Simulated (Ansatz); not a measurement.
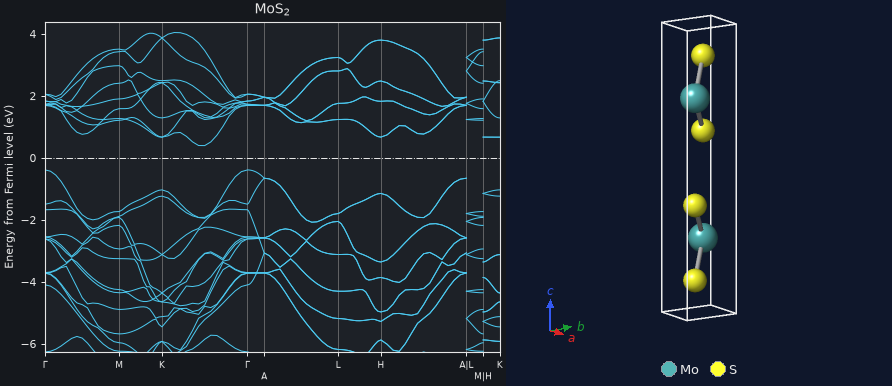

Band structure, beside the structure. Energies are counted from the Fermi level.

This input was run:

```
crystal:
  lattice:
    - [3.1491693027, 0.0, 0.0]
    - [-1.5745846514, 2.727260617, 0.0]
    - [0.0, 0.0, 12.0898528148]
  atoms:
    - { symbol: Mo, position: [0.3333333333, 0.6666666667, 0.25] }
    - { symbol: Mo, position: [0.6666666667, 0.3333333333, 0.75] }
    - { symbol: S, position: [0.3333333333, 0.6666666667, 0.6204902045] }
    - { symbol: S, position: [0.6666666667, 0.3333333333, 0.1204902045] }
    - { symbol: S, position: [0.3333333333, 0.6666666667, 0.8795097955] }
    - { symbol: S, position: [0.6666666667, 0.3333333333, 0.3795097955] }
basis:
  ecutwfc: 420
kpoints:
  mp_grid: { grid: [12, 12, 4] }
  band_path:
    path:
      - [[0.0, 0.0, 0.0], [0.5, 0.0, 0.0], [0.33333333, 0.33333333, 0.0], [0.0, 0.0, 0.0], [0.0, 0.0, 0.5], [0.5, 0.0, 0.5], [0.33333333, 0.33333333, 0.5], [0.0, 0.0, 0.5]]
      - [[0.5, 0.0, 0.5], [0.5, 0.0, 0.0]]
      - [[0.33333333, 0.33333333, 0.5], [0.33333333, 0.33333333, 0.0]]
    npoints: 14
hamiltonian:
  xc: pbe
  dispersion: d3bj
scf:
  occupations: { method: gaussian, width: 0.02 }
  n_extra_bands: 15
output:
  forces: true
  stress: true
  eigenvalues: true
  populations: true
  dos: { projected: true, de: 0.02, nscf_kmesh: { grid: [18, 18, 6] } }
  bader: true
  write_density: true
  write_potential: true
  elf: true
  volumetric_format: npy
```

Command:
```bash
ansatz run input.yaml --threads 1 --pin off --max-ram 2560MiB --backend cpu --events-out ev --progress --plain --runs-dir out
```

Question: Metal, semiconductor or insulator, and what is the gap?

Answer: The material is gapped. The gap along this path is 0.79 eV and indirect, from the valence-band top at Γ to the conduction-band bottom between K and Γ; the smallest direct gap is 1.70 eV, at K.

Question: What are the direct gaps at L, M and Γ?

Answer: The direct gaps are 3.04 eV at L, 2.95 eV at M and 2.08 eV at Γ.

Question: How much do the top valence band and the lowest conduction band disperse along the path?

Answer: The top valence band spans 1.7 eV and the lowest conduction band 1.3 eV.
